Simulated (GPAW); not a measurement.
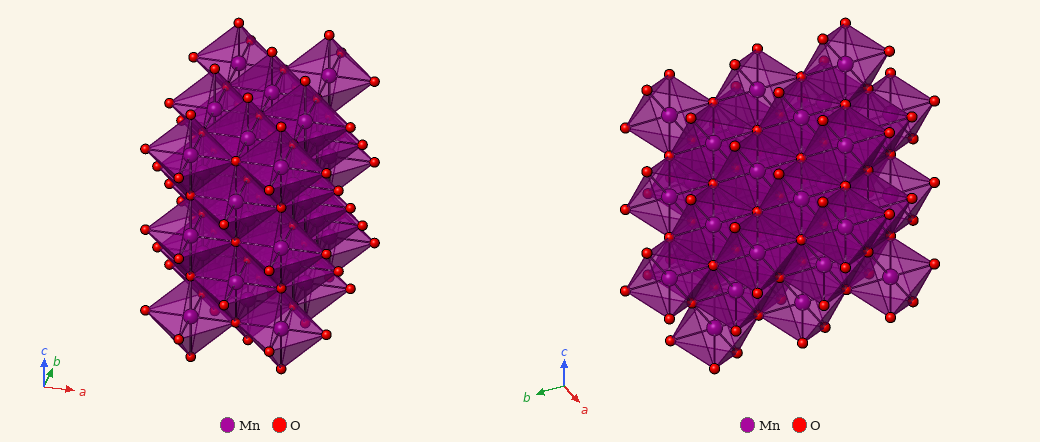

Polyhedra are drawn about Mn (bonds: Mn–O below 2.5 Å); other atoms are plain spheres. Two views of the same piece.

MnO (space group Fm-3m, No. 225). Coordinates: a cell listed in the Materials Project, as set up for an electronic-structure calculation.

### What figure surrounds each Mn atom, and what does it share with the other drawn polyhedra?

Mn: MnO6 octahedron, sharing corners with six neighbours and edges with twelve neighbours.

### What is the connectivity of the polyhedra: isolated, groups, chains, layers or framework?

They form a three-dimensional framework of corner- and edge-sharing octahedra.

### How far apart are the centres of linked polyhedra?

Centre to centre across a shared corner: 4.45 Å; across a shared edge: 3.15 Å.
